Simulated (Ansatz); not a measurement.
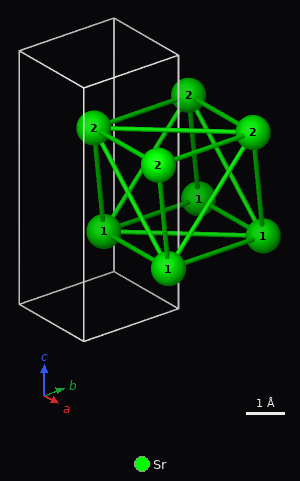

A scan of a crystal of Sr (P6_3/mmc): the cell is strained equally along x and y and separately along z, with the atoms kept at their fractional coordinates. x, y and z are the Cartesian axes of the input. The picture shows the reference cell. The picture is a ball-and-stick view of the cell of the calculation, repeated 2 × 2 × 1 with one cell outlined, seen slightly off an axis.

Theory: DFT r2SCAN, scalar-relativistic, plane waves, PAW in Ansatz 0.2.0. (plane-wave cutoff 500 eV; k-point mesh 12 × 12 × 8; occupations gaussian; smearing width 0.15 eV; no spin polarisation). Energies (free energies at the smearing named) are counted from the cell as listed in its source, which wasn't relaxed.

Input file:
```yaml
crystal:
  lattice:
    - [4.3100002207, 0.0, 0.0]
    - [-2.1550001104, 3.7325696814, 0.0]
    - [0.0, 0.0, 7.05]
  atoms:
    - { symbol: Sr, position: [0.3333333333, 0.6666666667, 0.25] }
    - { symbol: Sr, position: [0.6666666667, 0.3333333333, 0.75] }
basis:
  ecutwfc: 500
kpoints:
  mp_grid: { grid: [12, 12, 8] }
hamiltonian:
  xc: r2scan
scf:
  occupations: { method: gaussian, width: 0.15 }
output:
  forces: true
  stress: true
  eigenvalues: true
```

Run as
```bash
ansatz run input.yaml --threads 1 --pin off --max-ram 2560MiB --backend cpu --events-out ev --progress --plain --runs-dir out
```

What energies does the calculation give on a grid with rows −0.080, −0.040, 0.000, 0.040, 0.080 and columns −0.080, −0.040, 0.000, 0.040, 0.080 (strain along x and y; strain along z)?

Answer. Rows: strain along x and y; columns: strain along z; values in meV/atom.

```csv
,−0.080,−0.040,0.000,0.040,0.080
−0.080,150.7,105.6,83.2,82.1,99.3
−0.040,74.7,37.5,19.7,20.3,37.1
0.000,39.3,11.3,0.0,4.8,23.7
0.040,38.1,18.6,14.7,24.6,47.1
0.080,64.7,53.0,56.0,71.4,97.8
```

In pairs of (strain along x and y; strain along z): the lowest computed point lies at (0.000, 0.000) (0.0 meV/atom), the highest at (−0.080, −0.080) (150.7 meV/atom). The valley is tilted: raising the in-plane strain is made harder by raising the strain along z (cross term 0.25 of the geometric mean of the two curvatures). Over the ranges scanned the energy rises more along the first axis, the in-plane strain. The pressure runs from −1.9 GPa at (0.080, 0.080) to 4.3 GPa at (−0.080, −0.080).
